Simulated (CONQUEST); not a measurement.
# Density-of-states run of YN

- system: YN (4 atoms in the cell)
- method: Kohn-Sham DFT of a periodic cell, PBE with D2, PseudoDojo NC PBE, no spin polarisation (CONQUEST 1.3)

The structure derives from an entry of the Crystallography Open Database.

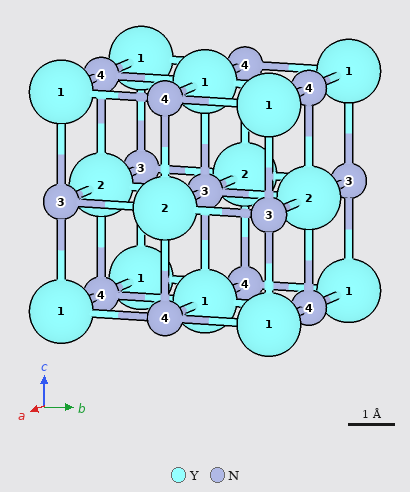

The structure (ball-and-stick view of the cell 2 times as large as that of the calculation, set on its symmetry axes, seen slightly off an axis; atoms are numbered from 1 in the order of the input). Near neighbours in the crystal (not all of them lie inside the picture): Y has 6 N at 2.44 Å; N has 6 Y at 2.44 Å.

## Input file
```
IO.Title YN
IO.Coordinates coords.dat
IO.FractionalAtomicCoords T
IO.Iprint 2
IO.Iprint_init 1
General.NumberOfSpecies 2
General.PseudopotentialType hamann
General.DFT_D2 T
AtomMove.TypeOfRun static
AtomMove.FullStress T
Grid.GridCutoff 100
DM.SolutionMethod diagon
Diag.MPMesh T
Diag.GammaCentred T
Diag.MPMeshX 6
Diag.MPMeshY 6
Diag.MPMeshZ 4
Diag.kT 0.00099223
minE.SCTolerance 1e-6
SC.MaxIters 100
IO.AtomChargeOutput T
IO.writeDOS T
IO.write_proj_DOS T
IO.DumpChargeDensity T
IO.DumpTotPot T
%block ChemicalSpeciesLabel
1 88.910 Y
2 14.010 N
%endblock
```

Run on 1 thread of Intel Xeon (Emerald Rapids), 16 GiB of memory available, shared host.

Run as:
```bash
Conquest, then PostProcessCQ with the Process lines added to Conquest_input
```

## Output
```
Simulation cell dimensions:     6.5168 a0 x     6.5168 a0 x     9.2162 a0

      Atomic coordinates (a0)
         Atom         X         Y         Z  Species
            1    0.0000    0.0000    0.0000        1
            2    3.2584    3.2584    4.6081        1
            3    0.0000    0.0000    4.6081        2
            4    3.2584    3.2584    0.0000        2

         Monkhorst-Pack mesh:   6 x   6 x   4 gamma-centred
        This calculation includes non-local pseudopotentials,
         with a maximum core radius of      8.94382930

    Job title: YN
    Job to be run: static calculation

    Ground state search:
      Support functions represented with PAO basis
      1:1 PAO to SF mapping
      Non-spin-polarised electrons
      Solving for the K matrix using diagonalisation
      Using Fermi-Dirac smearing

    Integration grid size:     32 x   32 x   48

    Integration grid spacing:  0.204 a0 x 0.204 a0 x 0.192 a0

    Number of species:  2
    --------------------------------------------------------
    |   #  mass (au)  Charge (e)  SF Rad (a0)  NSF  Label  |
    --------------------------------------------------------
    |   1     88.910      11.000        9.164   19  Y      |
    |   2     14.010       5.000        5.702   13  N      |
    --------------------------------------------------------
          SCF tolerance:                 0.00000100
          SCF iterations:               100

    The functional used will be GGA PBE96

           radial cut-off to be used is taken to be max PAO cut-off radius for this species:    8.943829

           greatest ang. mom. for making density from PAOs:  2

           radial cut-off to be used is taken to be max PAO cut-off radius for this species:    5.483972

           greatest ang. mom. for making density from PAOs:  2
    Minimum blocs/proc is      768. Maximum blocs/proc is      768
    set_atom_dens: In set_atomic_density, electrons :      32.000000000000
 matrix_size & matrix_size_padH =           64          64

    Screened ion int: energy:     -73.381448883439 Ha

    new_SC_potl: Starting.  Tolerance:  0.10000E-05

    PulayMixSC: Starting Pulay mixing, A_up =  0.500 A_dn =  0.500
    PulayMixSC: Spin non-polarised calculation.
          Harris-Foulkes Energy            :      -102.781274868392927 Ha
          (TS=0 as O(N) or entropic contribution is negligible)
          DFT Total Energy                 :      -102.235869332622812 Ha
          Total number of electrons        :        32.000000000000398
    PulayMixSC: Pulay iteration     1 residual:              0.95102E-02
          Harris-Foulkes Energy            :      -102.750660217905917 Ha
          GroundState Energy (E-(1/2)TS)   :      -102.750698845850494 Ha
          Free Energy (E-TS)               :      -102.750737473795070 Ha
          DFT Total Energy                 :      -102.217994933364707 Ha
          Total number of electrons        :        32.000005962289457
    PulayMixSC: Pulay iteration     2 residual:              0.10643E-01
          Harris-Foulkes Energy            :      -102.626579764701660 Ha
          GroundState Energy (E-(1/2)TS)   :      -102.626600835358303 Ha
          Free Energy (E-TS)               :      -102.626621906014947 Ha
          DFT Total Energy                 :      -102.625799046250975 Ha
          Total number of electrons        :        32.000008200471413
    PulayMixSC: Pulay iteration     3 residual:              0.12924E-02
          Harris-Foulkes Energy            :      -102.633034134905174 Ha
          GroundState Energy (E-(1/2)TS)   :      -102.633038574089937 Ha
          Free Energy (E-TS)               :      -102.633043013274687 Ha
          DFT Total Energy                 :      -102.605417785511349 Ha
          Total number of electrons        :        32.000014172097991
    PulayMixSC: Pulay iteration     4 residual:              0.20331E-02
          Harris-Foulkes Energy            :      -102.626054785811874 Ha
          GroundState Energy (E-(1/2)TS)   :      -102.626083117322779 Ha
          Free Energy (E-TS)               :      -102.626111448833683 Ha
          DFT Total Energy                 :      -102.625988058139384 Ha
          Total number of electrons        :        32.000011799212821
    PulayMixSC: Pulay iteration     5 residual:              0.99382E-04
          Harris-Foulkes Energy            :      -102.626034573673806 Ha
          GroundState Energy (E-(1/2)TS)   :      -102.626061759421276 Ha
          Free Energy (E-TS)               :      -102.626088945168746 Ha
          DFT Total Energy                 :      -102.626032150416592 Ha
          Total number of electrons        :        32.000012247660571
    PulayMixSC: Pulay iteration     6 residual:              0.18796E-04
          Harris-Foulkes Energy            :      -102.626034615423592 Ha
          GroundState Energy (E-(1/2)TS)   :      -102.626061444769306 Ha
          Free Energy (E-TS)               :      -102.626088274115006 Ha
          DFT Total Energy                 :      -102.626034505613049 Ha
          Total number of electrons        :        32.000012400552194
    PulayMixSC: Pulay iteration     7 residual:              0.48164E-05
          Harris-Foulkes Energy            :      -102.626035289476491 Ha
          GroundState Energy (E-(1/2)TS)   :      -102.626062034707161 Ha
          Free Energy (E-TS)               :      -102.626088779937831 Ha
          DFT Total Energy                 :      -102.626035288112419 Ha
          Total number of electrons        :        32.000012192089685
    PulayMixSC: Pulay iteration     8 residual:              0.55867E-06
    PulayMixSC: Reached SCF tolerance of  0.55867E-06 after      8 iterations
      | Number of electrons      =        32.000012
      |* band energy as 2Tr[K.H] =       -27.743845875127491 Ha
      |  screened ion-ion energy =       -73.381448883439475 Ha
      |  Ha correction           =        -0.302745609315279 Ha
      |  XC correction           =        -1.137812605283395 Ha
      | GS Energy as E-(1/2)TS   =      -102.626062034707161 Ha
      | Free Energy as E-TS      =      -102.626088779937831 Ha
      |* Harris-Foulkes energy   =      -102.626035289476491 Ha
      |* DFT total energy        =      -102.626035288112419 Ha
      |  estimated accuracy      =        -0.000000001364072 Ha
    get_E_and_F: Change in energy during last step of electronic optimisation: -0.67405E-06

    BIBLIOGRAPHY: Please consider citing the following references in the conquest.bib file

    CONQUEST:         Bowler2002pt, Miyazaki2004, Nakata2020
    Basis:            Bowler2019
    DM:               Bowler:2006xr
    Pseudopotentials: Hamann2013, Bowler2019
    XC functional:    Perdew1996
```

## File coords.dat
```
    6.5168334935     0.0000000000     0.0000000000
    0.0000000000     6.5168334935     0.0000000000
    0.0000000000     0.0000000000     9.2161943098
4
  0.0000000000   0.0000000000   0.0000000000 1 T T T
  0.5000000000   0.5000000000   0.5000000000 1 T T T
  0.0000000000   0.0000000000   0.5000000000 2 T T T
  0.5000000000   0.5000000000   0.0000000000 2 T T T
```

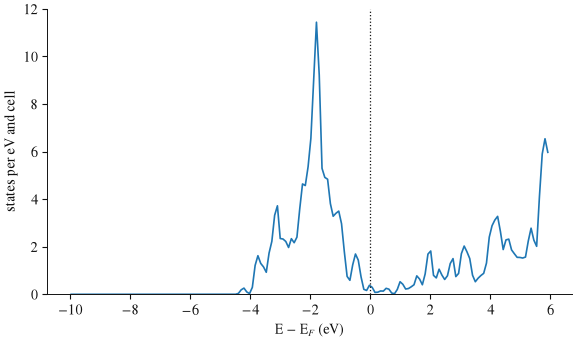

Density of states from the levels on the mesh of the run, whose fine structure reflects that mesh, with energies from the Fermi level of the run. At the top of the window the curve may fall because the computed bands end.

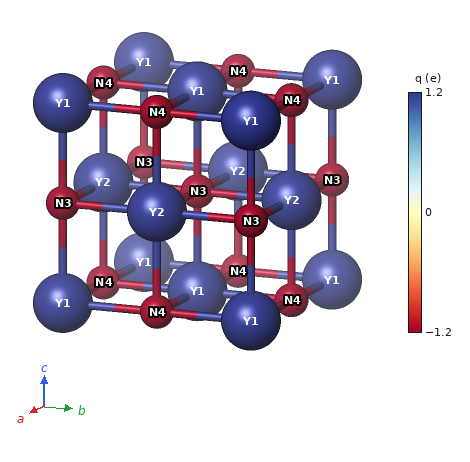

Mulliken charges, as the colour of each atom (ball-and-stick view of the cell 2 times as large as that of the calculation, set on its symmetry axes, seen slightly off an axis; atoms are numbered from 1 in the order of the input). By element: Y +1.18 and N −1.18 e.

## Key numbers

- outcome: converged
- space group (tolerance 0.01 Å): Fm-3m (225)
- electrons treated: 32
- free energy: −2792.5981 eV
- Fermi energy of the self-consistent step: −8.352 eV
- gap on the k-point mesh: 0.03 eV
- wall time: 68 s
- peak memory: 0.6 GiB
